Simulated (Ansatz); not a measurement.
Input of the run:

```
crystal:
  lattice:
    - [3.8189235641, 0.0, 0.0]
    - [0.0, 9.0288745737, 0.0]
    - [0.0, 0.0, 24.8275697139]
  atoms:
    - { symbol: Se, position: [0.0, 0.522633228, 0.302083534] }
    - { symbol: Sn, position: [0.5, 0.7316473112, 0.3186589972] }
    - { symbol: Se, position: [0.0, 0.9406613943, 0.3352344604] }
    - { symbol: Se, position: [0.5, 0.2542805392, 0.3927540354] }
    - { symbol: Sn, position: [0.0, 0.4632946223, 0.4093294986] }
    - { symbol: Se, position: [0.5, 0.6723087055, 0.4259049618] }
    - { symbol: Se, position: [0.0, 0.9859278503, 0.4834245368] }
    - { symbol: Sn, position: [0.5, 0.1949419335, 0.5] }
    - { symbol: Se, position: [0.0, 0.4039560166, 0.5165754632] }
    - { symbol: Se, position: [0.5, 0.7175751615, 0.5740950382] }
    - { symbol: Sn, position: [0.0, 0.9265892446, 0.5906705014] }
    - { symbol: Se, position: [0.5, 0.1356033278, 0.6072459646] }
    - { symbol: Se, position: [0.0, 0.4492224727, 0.6647655396] }
    - { symbol: Sn, position: [0.5, 0.6582365558, 0.6813410028] }
    - { symbol: Se, position: [0.0, 0.8672506389, 0.697916466] }
basis:
  ecutwfc: 420
kpoints:
  mp_grid: { grid: [9, 4, 1] }
hamiltonian:
  xc: pbesol
scf:
  occupations: { method: gaussian, width: 0.05 }
output:
  forces: true
  stress: true
  eigenvalues: true
efield:
  axis: 3
  dipole_correction: true
  ramp_width: 0.04
```

Run as:
```bash
ansatz run input.yaml --threads 2 --pin off --max-ram 5120MiB --backend cpu --events-out ev --progress --plain --runs-dir out
```

What does the potential across the slab give for the band edges against vacuum?

From the vacuum level at the right face the ionisation potential is 5.39 eV and the electron affinity 5.03 eV; the left face gives the same. The slab's gap, their difference before rounding, is 0.36 eV. The two vacuum levels agree, so the slab has no net dipole along its normal. The outermost atoms are 9.8 Å apart, which leaves 15.0 Å of vacuum in a cell 24.8 Å high.

The atoms aren't at rest in this cell (largest force 1.7 eV/Å), so the relaxed material can differ.

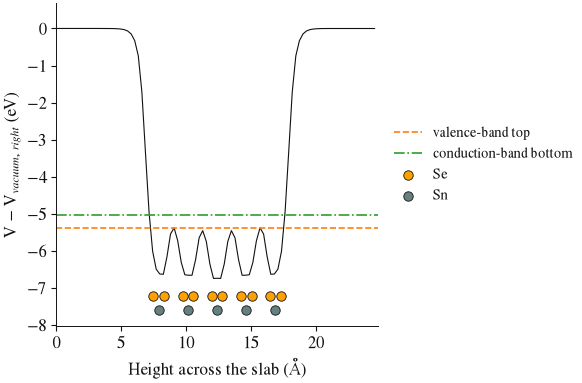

Plane-averaged electrostatic potential energy of an electron across the slab; circles at the bottom mark the heights of the atoms.
